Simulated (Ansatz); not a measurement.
System: AlCu₃, space group Fm-3m (No. 225).

Starting cell:
```xyz
4
Lattice="0.0000 2.8500 2.8500 2.8500 0.0000 2.8500 2.8500 2.8500 0.0000" Properties=species:S:1:pos:R:3 pbc="T T T"
Al    0.0000    0.0000    0.0000
Cu    2.8500    2.8500    2.8500
Cu    1.4250    1.4250    1.4250
Cu    4.2750    4.2750    4.2750
```

Computed with Ansatz 0.2.0: elastic stress-strain coefficients at zero temperature from small strains of the given cell, Voigt order xx yy zz yz xz xy, Cartesian axes of the cell vectors; plane waves with PAW datasets, Γ-centred k mesh. Level: LDA, no spin polarisation.

wave cutoff 420 eV; k mesh 12×12×12; occupations Fermi–Dirac; smearing width 0.15 eV; ions relaxed; strain amplitude 0.005.

Describe the result: the Young's modulus as a function of direction in the xy, xz and yz planes.

Over all directions E runs from 9.2 to 299.5 GPa, a ratio of 32, a strong anisotropy. E is 9.2 GPa along x, y and z alike, and 299.5 GPa along the body diagonal x + y + z. The Hill averages are K = 166.3 GPa and G = 41.8 GPa, Poisson's ratio 0.38; K/G = 3.98.

Stiffness matrix C (GPa), Voigt order:
```json
{"": "xx", "xx": "170.4", "yy": "164.2", "zz": "164.2", "yz": "0.0", "xz": "0.0", "xy": "0.0"}
{"": "yy", "xx": "164.2", "yy": "170.4", "zz": "164.2", "yz": "0.0", "xz": "0.0", "xy": "0.0"}
{"": "zz", "xx": "164.2", "yy": "164.2", "zz": "170.4", "yz": "0.0", "xz": "0.0", "xy": "0.0"}
{"": "yz", "xx": "0.0", "yy": "0.0", "zz": "0.0", "yz": "124.8", "xz": "0.0", "xy": "0.0"}
{"": "xz", "xx": "0.0", "yy": "0.0", "zz": "0.0", "yz": "0.0", "xz": "124.8", "xy": "0.0"}
{"": "xy", "xx": "0.0", "yy": "0.0", "zz": "0.0", "yz": "0.0", "xz": "0.0", "xy": "124.8"}
```

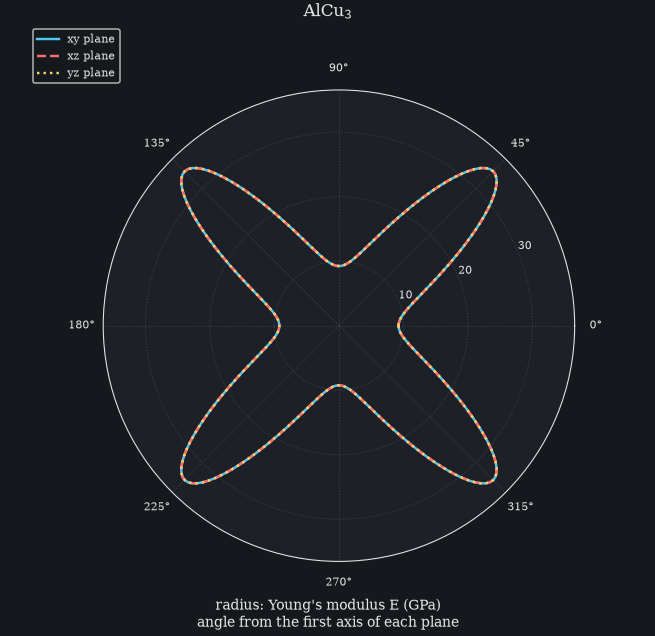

Note: metal sensitive to the k mesh.
